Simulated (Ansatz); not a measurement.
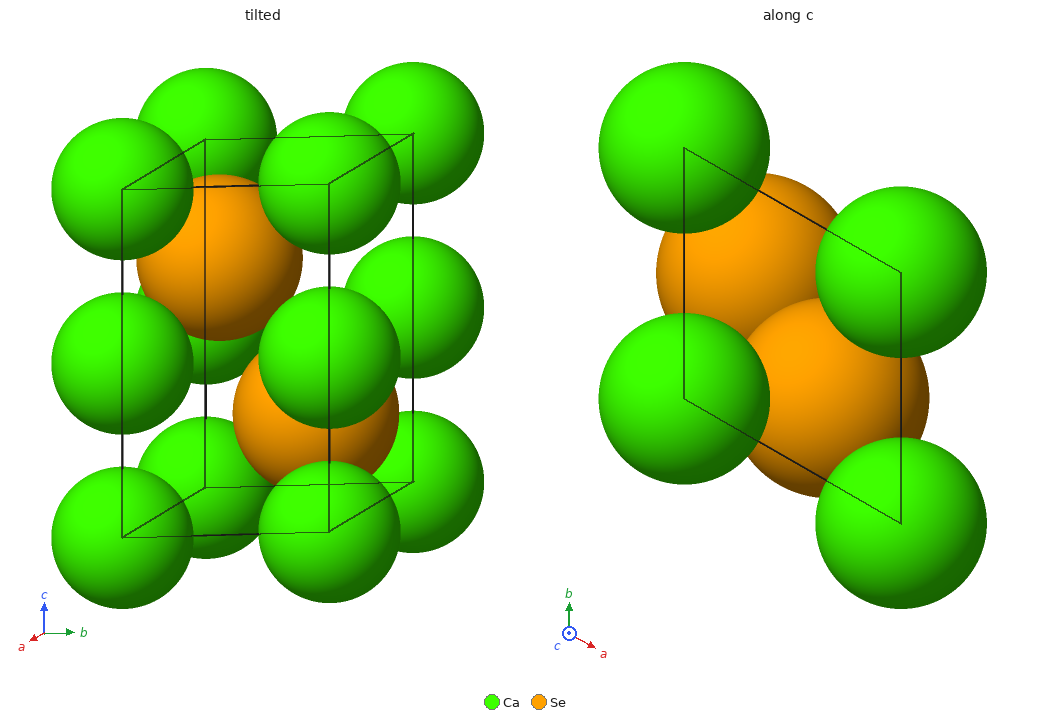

Structure drawing (space-filling), viewed slightly off an axis and along the c axis. The unit cell is drawn as a box.

CaSe, a = 4.108 Å, b = 4.126 Å, c = 7.163 Å, α = 90.00°, β = 90.00°, γ = 119.86°. Strictly the space group is Cmcm (No. 63, within 0.01 Å). It is a distorted form of a primitive hexagonal structure, space group P6_3/mmc (No. 194) within 0.25 Å: nickel arsenide (NiAs) type. Origin of the cell: a structure type filled with these elements by a generator (whether the compound takes this form wasn't checked). The cell was then strained or its atoms displaced on purpose. It was run through Ansatz as a DFT input.

This one geometry was computed with Ansatz (DFT, plane waves, PAW) at three levels of theory: HSE06, PBE and r2SCAN. It was relaxed with r2SCAN and then strained.

**How does the band gap change with the level of theory?**

PBE: a gap of 2.17 eV, indirect; r2SCAN: a gap of 2.65 eV, indirect; HSE06: a gap of 3.17 eV, indirect.

**Collect the results in a table.**

| level | cutoff (eV) | k-mesh of the run's cell | gap (eV) | pressure (GPa) |
| --- | --- | --- | --- | --- |
| HSE06 | 420 | 6×6×4 | 3.17 | 0.5 |
| PBE | 420 | 12×12×4 | 2.17 | 0.9 |
| r2SCAN | 500 | 12×12×4 | 2.65 | 0.3 |

Gaps are taken on the k-mesh or band path of each run.
